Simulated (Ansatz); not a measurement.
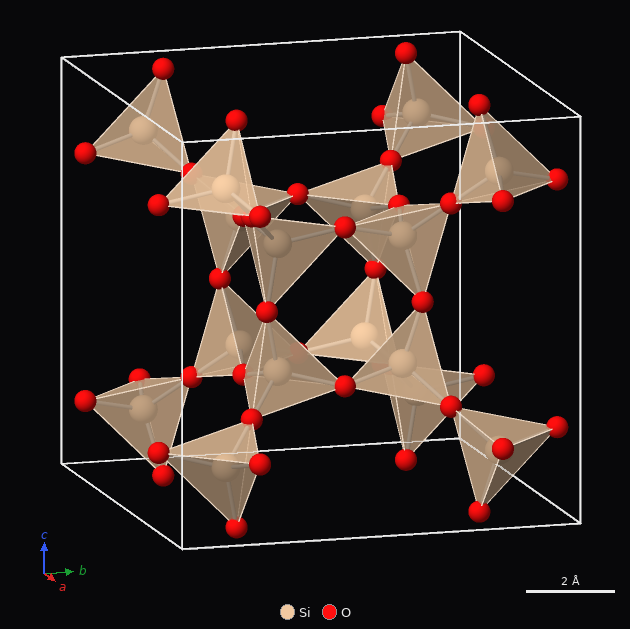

An orthographic polyhedral view of the structure, slightly off an axis. One conventional unit cell is outlined, and atoms on its boundary appear in each equivalent place.

Caption:

- The structure is one of SiO2.
- The atoms follow space group Im-3m (No. 229); the Bravais lattice is body-centred cubic.
- Atoms per cell: 48 (16 Si, 32 O).
- The polyhedra are SiO4 tetrahedra; they share corners.
- The Si atoms are each bonded to four O in a tetrahedral arrangement at about 1.5 Å. The O atoms are each bonded to two Si at about 1.5 Å.
- The bonds build a three-dimensional framework.

It derives from a structure listed in the Materials Project. The cell was then strained or its atoms displaced on purpose. The atoms were relaxed in a fixed cell with Ansatz 0.2.0, DFT r2SCAN, scalar-relativistic, plane waves, PAW.

At this level of theory the run's own cell isn't at rest (compressed, at 16 GPa), so its distances can differ from those at equilibrium, the more so the softer the solid.
